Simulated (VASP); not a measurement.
Run report: BN, geometry relaxation (part 1 of 2)

The run: geometry relaxation of BN (2 atoms in the cell). Method and program: Kohn-Sham DFT of a periodic cell, AM05, VASP PAW PBE potentials, recommended, no spin polarisation (VASP 6.6.1).

The structure derives from an entry of the Crystallography Open Database.

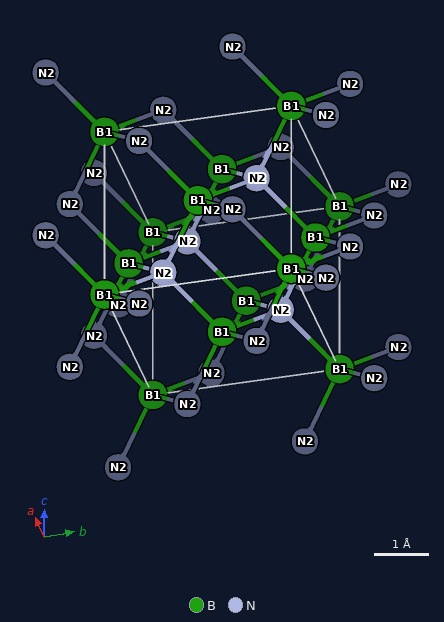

Figure 1. The input geometry (ball-and-stick view of the cell 4 times as large as that of the calculation, set on its symmetry axes, seen at an oblique angle; neighbours outside the cell are drawn fainter; atoms are numbered from 1 in the order of the input). Near neighbours in the crystal (not all of them lie inside the picture): B has 4 N at 1.57 Å; N has 4 B at 1.57 Å.

**INCAR**
```
SYSTEM = BN
ALGO = Normal ; EDIFF = 1E-6
EDIFFG = -0.01 ; ENCUT = 600
GGA = AM ; IBRION = 2
ISIF = 3 ; ISMEAR = 0
LASPH = .True. ; LCHARG = .False.
LREAL = .False. ; LWAVE = .False.
NELM = 80 ; NSW = 90
PREC = Accurate ; SIGMA = 0.03
```

**KPOINTS**
```
k-points
0
Gamma
  14 14 14
  0 0 0
```

**POSCAR**
```
BN
1.0
    0.0000000000      1.8075000000      1.8075000000
    1.8075000000      0.0000000000      1.8075000000
    1.8075000000      1.8075000000      0.0000000000
B N
1 1
Direct
    0.0000000000      0.0000000000      0.0000000000
    0.2500000000      0.2500000000      0.2500000000
```

Hardware: 1 thread of Intel Xeon (Granite Rapids), 64 GiB of memory available, shared host.

Launched with:
```bash
cat potpaw_PBE.64/B/POTCAR potpaw_PBE.64/N/POTCAR > POTCAR
mpirun -np 1 vasp_std > vasp.out
```

**OSZICAR**
```
N       E                     dE             d eps       ncg     rms          rms(c)
DAV:   1     0.145152035021E+02    0.14515E+02   -0.57807E+03  1704   0.113E+03
DAV:   2    -0.187280116164E+02   -0.33243E+02   -0.31878E+02  2352   0.206E+02
DAV:   3    -0.189825958521E+02   -0.25458E+00   -0.25458E+00  1976   0.212E+01
DAV:   4    -0.189828555942E+02   -0.25974E-03   -0.25974E-03  2320   0.601E-01
DAV:   5    -0.189828556543E+02   -0.60042E-07   -0.60042E-07  1872   0.700E-03    0.651E+00
DAV:   6    -0.181794192829E+02    0.80344E+00   -0.30197E+00  2248   0.133E+01    0.329E+00
DAV:   7    -0.181047527325E+02    0.74667E-01   -0.89026E-02  2208   0.292E+00    0.188E+00
DAV:   8    -0.180887355257E+02    0.16017E-01   -0.36165E-02  1864   0.170E+00    0.159E-01
DAV:   9    -0.180888891282E+02   -0.15360E-03   -0.51400E-04  1744   0.247E-01    0.697E-02
DAV:  10    -0.180889624099E+02   -0.73282E-04   -0.12617E-04  2392   0.118E-01    0.153E-02
DAV:  11    -0.180889667506E+02   -0.43407E-05   -0.69331E-06  1920   0.264E-02    0.652E-03
DAV:  12    -0.180889667879E+02   -0.37355E-07   -0.12879E-06   880   0.103E-02
   1 F= -.18088967E+02 E0= -.18088967E+02  d E =-.180890E+02
       N       E                     dE             d eps       ncg     rms          rms(c)
DAV:   1    -0.180939099505E+02   -0.49432E-02   -0.15875E-01  1808   0.415E+00    0.515E-01
DAV:   2    -0.180891985132E+02    0.47114E-02   -0.21316E-02  2048   0.119E+00    0.140E-01
DAV:   3    -0.180889658774E+02    0.23264E-03   -0.60590E-04  1928   0.255E-01    0.557E-02
DAV:   4    -0.180888976247E+02    0.68253E-04   -0.96035E-05  1960   0.897E-02    0.169E-02
DAV:   5    -0.180888968471E+02    0.77762E-06   -0.30221E-06  1912   0.164E-02
   2 F= -.18088897E+02 E0= -.18088897E+02  d E =0.699409E-04
       N       E                     dE             d eps       ncg     rms          rms(c)
DAV:   1    -0.180912883753E+02   -0.23908E-02   -0.40382E-02  1792   0.208E+00    0.260E-01
DAV:   2    -0.180900763671E+02    0.12120E-02   -0.55409E-03  2032   0.603E-01    0.702E-02
DAV:   3    -0.180900180532E+02    0.58314E-04   -0.15093E-04  1920   0.128E-01    0.280E-02
DAV:   4    -0.180899999614E+02    0.18092E-04   -0.24913E-05  1944   0.455E-02    0.838E-03
DAV:   5    -0.180899995535E+02    0.40788E-06   -0.76267E-07  1080   0.826E-03
   3 F= -.18090000E+02 E0= -.18090000E+02  d E =-.103277E-02
```

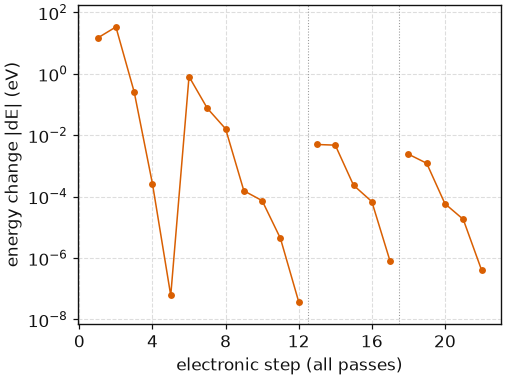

Figure 2. Convergence of the self-consistent field: energy change |dE| against the electronic step. Each stretch between dotted lines is the SCF of one geometry step of a relaxation. The 3 ionic steps take 5 to 12 electronic steps each. The density is held fixed in the first few steps, and dE rises again when its update begins.

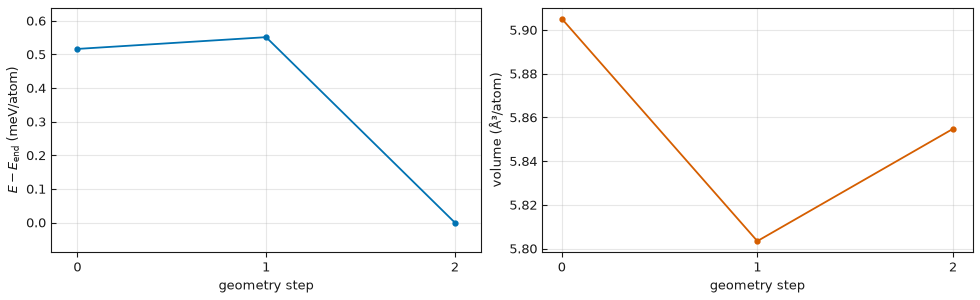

Figure 3. Progress of the relaxation, step by step (steps are counted from 0). The atoms keep their places relative to the cell (all moves are under 0.005 Å). After 2 geometry steps the energy has fallen by 0.5 meV per atom. All forces vanish by symmetry, so only the cell relaxes.

**Parts of OUTCAR**
```
SYSTEM = BN
   EDIFF = 1E-6
   EDIFFG = -0.01
   ENCUT = 600
   GGA = AM
   IBRION = 2
   ISIF = 3
   ISMEAR = 0
   LASPH = .True.
   LREAL = .False.
   NELM = 80
   NSW = 90
   PREC = Accurate

 ion  position               nearest neighbor table
   1  0.000  0.000  0.000-   2 1.57   2 1.57   2 1.57   2 1.57
   2  0.250  0.250  0.250-   1 1.57   1 1.57   1 1.57   1 1.57

  LATTYP: Found a face centered cubic cell.
 ALAT       =     3.6150000000

  Lattice vectors:

 A1 = (   0.0000000000,   1.8075000000,   1.8075000000)
 A2 = (   1.8075000000,   0.0000000000,   1.8075000000)
 A3 = (   1.8075000000,   1.8075000000,   0.0000000000)

Analysis of symmetry for initial positions (statically):
=====================================================================
 Subroutine PRICEL returns:
 Original cell was already a primitive cell.

 Routine SETGRP: Setting up the symmetry group for a
 face centered cubic supercell.

 Subroutine GETGRP returns: Found 24 space group operations
 (whereof 24 operations were pure point group operations)
 out of a pool of 48 trial point group operations.

The static configuration has the point symmetry T_d .

Analysis of symmetry for dynamics (positions and initial velocities):
=====================================================================
 Subroutine PRICEL returns:
 Original cell was already a primitive cell.

 Routine SETGRP: Setting up the symmetry group for a
 face centered cubic supercell.

 Subroutine GETGRP returns: Found 24 space group operations
 (whereof 24 operations were pure point group operations)
 out of a pool of 48 trial point group operations.

The dynamic configuration has the point symmetry T_d .

 Subroutine INISYM returns: Found 24 space group operations
 (whereof 24 operations are pure point group operations),
 and found     1 'primitive' translations

----------------------------------------------------------------------------------------

                                     Primitive cell

  volume of cell :      11.8104

  direct lattice vectors                    reciprocal lattice vectors
     0.000000000  1.807500000  1.807500000    -0.276625173  0.276625173  0.276625173
     1.807500000  0.000000000  1.807500000     0.276625173 -0.276625173  0.276625173
     1.807500000  1.807500000  0.000000000     0.276625173  0.276625173 -0.276625173

  length of vectors
     2.556191014  2.556191014  2.556191014     0.479128854  0.479128854  0.479128854

  position of ions in fractional coordinates (direct lattice)
     0.000000000  0.000000000  0.000000000
     0.250000000  0.250000000  0.250000000

  ion indices of the primitive-cell ions
   primitive index   ion index
                 1           1
                 2           2

----------------------------------------------------------------------------------------

 KPOINTS: k-points

Automatic generation of k-mesh.
 Grid dimensions read from file:
 generate k-points for:   14   14   14

 Generating k-lattice:

  Cartesian coordinates                     Fractional coordinates (reciprocal lattice)
    -0.019758941  0.019758941  0.019758941     0.071428571  0.000000000  0.000000000
     0.019758941 -0.019758941  0.019758941     0.000000000  0.071428571  0.000000000
     0.019758941  0.019758941 -0.019758941     0.000000000  0.000000000  0.071428571

  Length of vectors
     0.034223490  0.034223490  0.034223490

  Shift w.r.t. Gamma in fractional coordinates (k-lattice)
     0.000000000  0.000000000  0.000000000

 Subroutine IBZKPT returns following result:
 ===========================================

 Found    104 irreducible k-points:

 Following reciprocal coordinates:
            Coordinates               Weight
  0.000000  0.000000  0.000000      1.000000
  0.071429  0.000000  0.000000      8.000000
  0.142857  0.000000  0.000000      8.000000
  0.214286  0.000000  0.000000      8.000000
  0.285714  0.000000  0.000000      8.000000
  0.357143  0.000000  0.000000      8.000000
  0.428571  0.000000  0.000000      8.000000
  0.500000  0.000000  0.000000      4.000000
  0.071429  0.071429  0.000000      6.000000
  0.142857  0.071429  0.000000     24.000000
  0.214286  0.071429  0.000000     24.000000
  0.285714  0.071429  0.000000     24.000000
  0.357143  0.071429  0.000000     24.000000
  0.428571  0.071429  0.000000     24.000000
  0.500000  0.071429  0.000000     24.000000
 -0.428571  0.071429  0.000000     24.000000
 -0.357143  0.071429  0.000000     24.000000
 -0.285714  0.071429  0.000000     24.000000
 -0.214286  0.071429  0.000000     24.000000
 -0.142857  0.071429  0.000000     24.000000
 -0.071429  0.071429  0.000000     12.000000
  0.142857  0.142857  0.000000      6.000000
  0.214286  0.142857  0.000000     24.000000
  0.285714  0.142857  0.000000     24.000000
 [... further k-points ...]
   k-points           NKPTS =    104   k-points in BZ     NKDIM =    104   number of bands    NBANDS=      8
   number of dos      NEDOS =    301   number of ions     NIONS =      2
   total plane-waves  NPLWV =   8000
   dimension x,y,z NGX =    20 NGY =   20 NGZ =   20
   dimension x,y,z NGXF=    40 NGYF=   40 NGZF=   40
   ions per type =               1   1
   NGX,Y,Z   is equivalent  to a cutoff of  13.01, 13.01, 13.01 a.u.
   NGXF,Y,Z  is equivalent  to a cutoff of  26.01, 26.01, 26.01 a.u.
 SYSTEM =  BN
   PREC   = accura    normal or accurate (medium, high low for compatibility)
   ISTART =      0    job   : 0-new  1-cont  2-samecut
   ICHARG =      2    charge: 1-file 2-atom 10-const
   ISPIN  =      1    spin polarized calculation?
   LNONCOLLINEAR =      F non collinear calculations
   LSORBIT =      F    spin-orbit coupling
   LASPH  =      T    aspherical Exc in radial PAW
   ENCUT  =  600.0 eV  44.10 Ry    6.64 a.u.   5.11  5.11  5.11*2*pi/ulx,y,z
   NELM   =     80;   NELMIN=  2; NELMDL= -5     # of ELM steps
   EDIFF  = 0.1E-05   stopping-criterion for ELM
   LREAL  =      F    real-space projection
   EDIFFG = -.1E-01   stopping-criterion for IOM
   NSW    =     90    number of steps for IOM
   IBRION =      2    ionic relax: 0-MD 1-quasi-New 2-CG
   NFREE  =      1    steps in history (QN), initial steepest desc. (CG)
   ISIF   =      3    stress and relaxation
   ISYM   =      2    0-nonsym 1-usesym 2-fastsym
   POTIM  = 0.5000    time-step for ionic-motion
   TEBEG  =    0.0;   TEEND  =   0.0 temperature during run
   PSTRESS=    0.0 pullay stress
   NELECT =       8.0000    total number of electrons
   NUPDOWN=      -1.0000    fix difference up-down
   EMIN   =  10.00;   EMAX   =-10.00  energy-range for DOS
   EFERMI =   0.00;   METHOD = LEGACY
   ISMEAR =     0;   SIGMA  =   0.03  broadening in eV -4-tet -1-fermi 0-gaus
   EFERMI_NEDOS =   21; number of points for ismear=-14 and -15
   IALGO  =     38    algorithm
   IMIX   =      4    mixing-type and parameters
     AMIX     =   0.40;   BMIX     =  1.00
     AMIX_MAG =   1.60;   BMIX_MAG =  1.00
  volume/ion in A,a.u.               =       5.91        39.85
  Fermi-wavevector in a.u.,A,eV,Ry     =   1.437749  2.716952 28.124920  2.067123
  Thomas-Fermi vector in A             =   2.556793
   LORBIT       =      0    0 simple, 1 ext, 2 COOP (PROOUT), +10 PAW based schemes
   GGA     = AM    functional components
   LHFCALC =     F    Hartree Fock is set to
   AEXX    =    0.0000 exact exchange contribution
   IVDW    =     0    specifies the selected vdW correction
   LEPSILON=     F    determine dielectric tensor
   LRPA    =     F    only Hartree local field effects (RPA)
 conjugate gradient relaxation of ions
 non-spin polarized calculation
 Gauss-broadening in eV      SIGMA  =   0.03
  energy-cutoff  :      600.00
  volume of cell :       11.81
```
